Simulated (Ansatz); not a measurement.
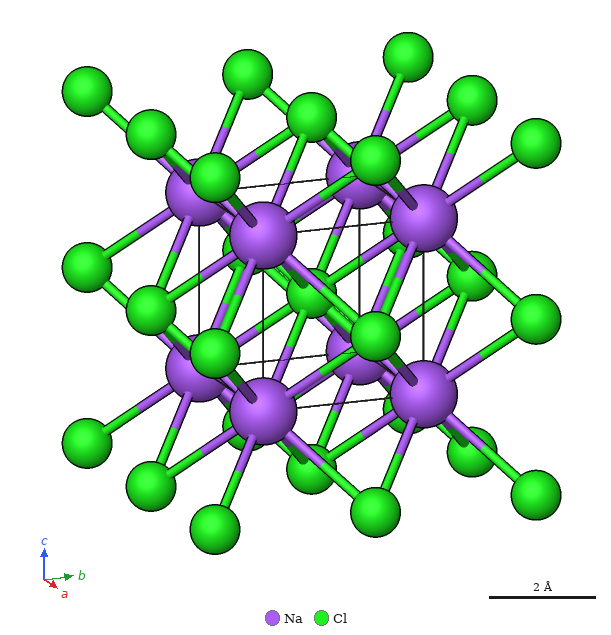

We look at a ball-and-stick model of the crystal slightly off an axis. One conventional unit cell is outlined, and atoms on its boundary appear in each equivalent place. Periodic images bonded to atoms of the box are shown as well.

NaCl, space group P4/mmm (No. 123), a = 3.288 Å, b = 3.288 Å, c = 3.474 Å, α = 90.00°, β = 90.00°, γ = 90.00°. The starting point was a structure type filled with these elements by a generator (whether the compound takes this form wasn't checked). The cell was then strained or its atoms displaced on purpose. A calculation with Ansatz used it as input.

This one geometry was computed with Ansatz (DFT, plane waves, PAW) at three levels of theory: PBE, r2SCAN and HSE06. It was relaxed with r2SCAN and then strained.

Q: How does the band gap change with the level of theory?

A: PBE: a gap of 4.28 eV, indirect; r2SCAN: a gap of 5.10 eV, indirect; HSE06: a gap of 5.62 eV, indirect.

Q: Collect the results in a table.

A:
| level | cutoff (eV) | k-mesh of the run's cell | gap (eV) | pressure (GPa) |
| --- | --- | --- | --- | --- |
| PBE | 420 | 8×8×8 | 4.28 | 5.0 |
| r2SCAN | 500 | 8×8×8 | 5.10 | 3.8 |
| HSE06 | 420 | 6×6×6 | 5.62 | 4.3 |

Gaps are taken on the k-mesh or band path of each run.
